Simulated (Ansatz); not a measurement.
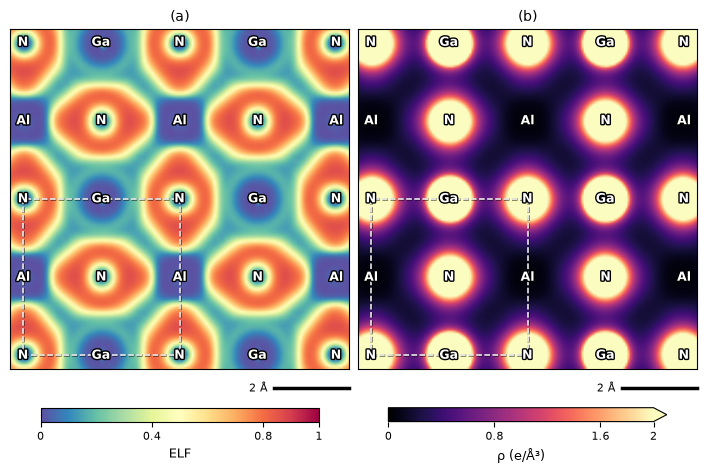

Figure. AlGaN2. (a) electron localisation function; (b) valence electron density on the (001) plane of the conventional cell.

Space group I4₁/amd; started from the ordered alloy on rocksalt lattice prototype, which need not be the ambient phase.

These are results of DFT, PBE0, plane waves, PAW (Ansatz 0.2.0), not measurements.

> Describe what can be read from this map.

Atoms in the plane: N, Al and Ga. Ga–N (2.07 Å): ρ at the midpoint is about 0.56 e/Å³; the ELF peaks at about 0.80 in the valence shell of N, 0.7 Å from its nucleus, and is about 0.35 at the midpoint. Al–N (2.07 Å): the density is about 0.5 e/Å³ at the midpoint; the ELF peaks at about 0.85 in the valence shell of N, 0.7 Å from its nucleus, and is about 0.80 at the midpoint. Between the atoms the lowest density in this plane is 0.19 e/Å³.
